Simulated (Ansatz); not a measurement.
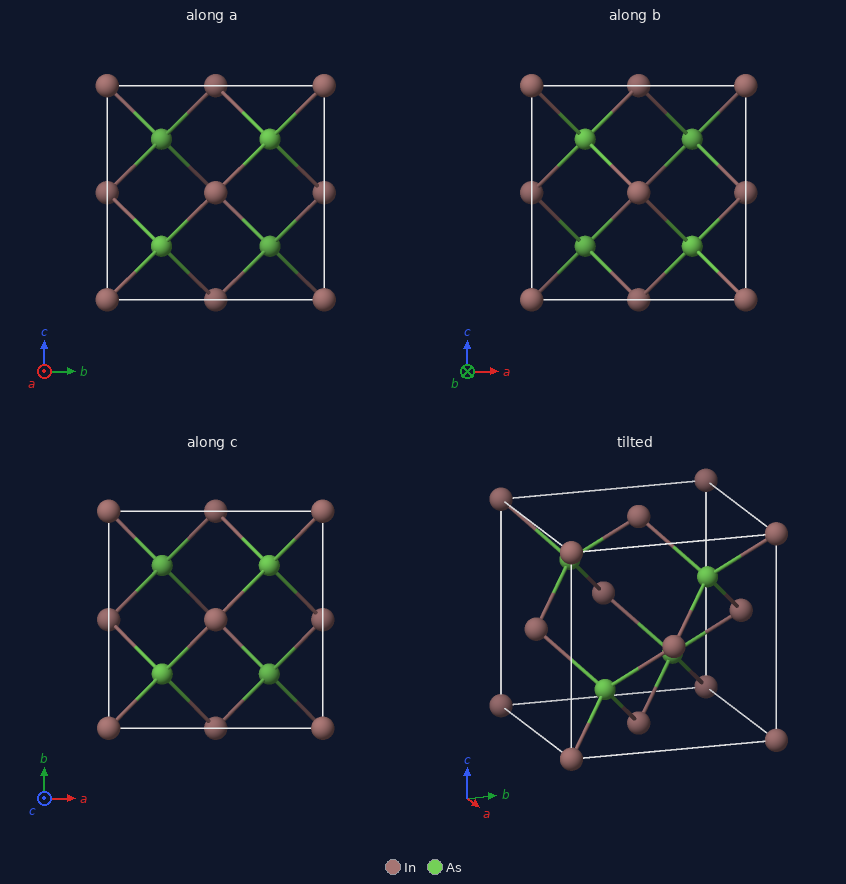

Ball-and-stick drawing of the structure, looking along the a axis, along the b axis, along the c axis and slightly off an axis. The lines enclose the drawn cell (a repeat of the simulation cell); boundary atoms appear with their images.

Lattice parameters: a = 6.0273 Å, b = 6.1092 Å, c = 6.0273 Å, α = 90.000°, β = 90.000°, γ = 90.000°.

Give the structure in the form of a CIF in P1 with every atom of the cell.

Answer.
```cif
data_structure
_symmetry_space_group_name_H-M 'P 1'
_symmetry_Int_Tables_number 1
_cell_length_a 6.0273
_cell_length_b 6.1092
_cell_length_c 6.0273
_cell_angle_alpha 90.000
_cell_angle_beta 90.000
_cell_angle_gamma 90.000
_cell_volume 221.94
loop_
_atom_site_label
_atom_site_type_symbol
_atom_site_fract_x
_atom_site_fract_y
_atom_site_fract_z
_atom_site_occupancy
In1 In 0.0000 0.0000 0.0000 1
As1 As 0.7500 0.2500 0.2500 1
In2 In 0.5000 0.0000 0.5000 1
As2 As 0.2500 0.2500 0.7500 1
In3 In 0.5000 0.5000 0.0000 1
As3 As 0.2500 0.7500 0.2500 1
In4 In 0.0000 0.5000 0.5000 1
As4 As 0.7500 0.7500 0.7500 1
```

The cell started as a structure type filled with these elements by a generator (whether the compound takes this form wasn't checked). The cell was then strained or its atoms displaced on purpose. Ansatz was used for an electronic-structure calculation on it.
